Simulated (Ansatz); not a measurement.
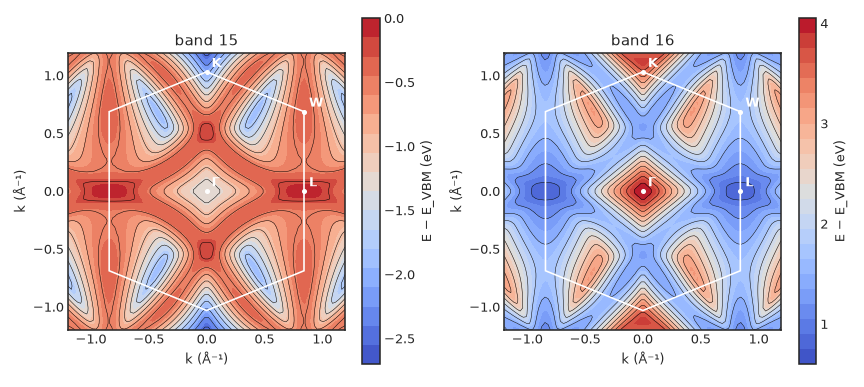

Two bands of TePb (space group Fm-3m, No. 225) over the plane through Γ, L and W: the highest mostly filled and the lowest mostly empty one.

Theory: Ansatz, DFT PBE, scalar-relativistic, plane waves, PAW; levels and slopes on a dense k mesh at the converged density. No spin polarisation. The levels come from a k mesh of 32×32×32 points. Cell and positions as given, without relaxation.

**Give both levels and their distance at the named points.**

```csv
point,lower band (eV),upper band (eV),distance (eV)
Γ,−1.35,4.07,5.43
L,0.00,0.73,0.73
W,−0.36,1.67,2.03
K,−2.08,3.57,5.66
```

**Where are the band edges of the whole zone?**

The valence band has four equivalent maxima at L, principal masses 0.078, 0.078 and 0.46 mₑ; the conduction band has four equivalent minima at L, principal masses 0.10, 0.10 and 0.30 mₑ. The gap is direct, 0.73 eV at this level of theory, which underestimates gaps and can reorder valleys that lie close.

Spin-orbit coupling, left out here, can change the gap, its kind, the place of the band edges and the masses, since the compound holds Te and Pb.
